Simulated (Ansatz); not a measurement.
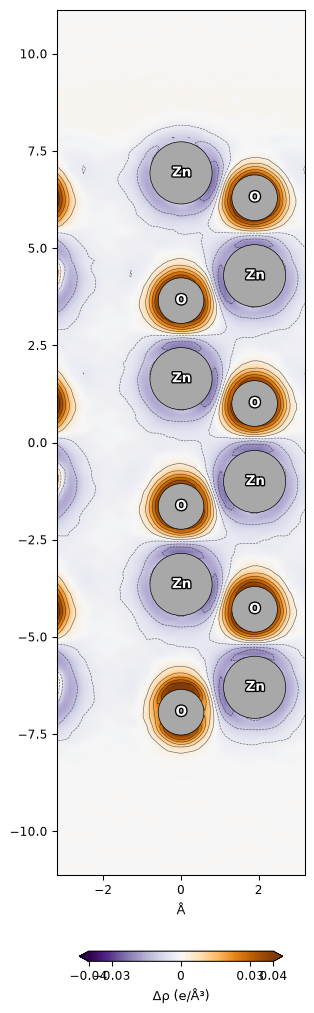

ZnO (slab). Difference of the valence pseudo-densities of two functionals at the same geometry, on the (110) plane of the calculation cell, a cut from vacuum to vacuum: r2SCAN less LDA.

Both computed with Ansatz (plane waves, PAW), on the same k-point mesh. Grey discs cover the atomic cores.

```
CELL_PARAMETERS angstrom
3.27948 0.00000 0.00000
-1.63974 2.84011 0.00000
0.00000 0.00000 28.87279
ATOMIC_POSITIONS crystal
O 0.33333 0.66667 0.25976
Zn 0.66667 0.33333 0.28193
O 0.66667 0.33333 0.35142
Zn 0.33333 0.66667 0.37359
O 0.33333 0.66667 0.44309
Zn 0.66667 0.33333 0.46525
O 0.66667 0.33333 0.53475
Zn 0.33333 0.66667 0.55691
O 0.33333 0.66667 0.62641
Zn 0.66667 0.33333 0.64858
O 0.66667 0.33333 0.71807
Zn 0.33333 0.66667 0.74024
```

What does the difference map show?

Against LDA, r2SCAN gives more density around O (+0.021 e/Å³ on average at 0.7 Å from the nucleus), less density around Zn (−0.016 e/Å³ on average at 1.0 Å from the nucleus) and a change of −0.014 e/Å³ at the midpoint of Zn–O.
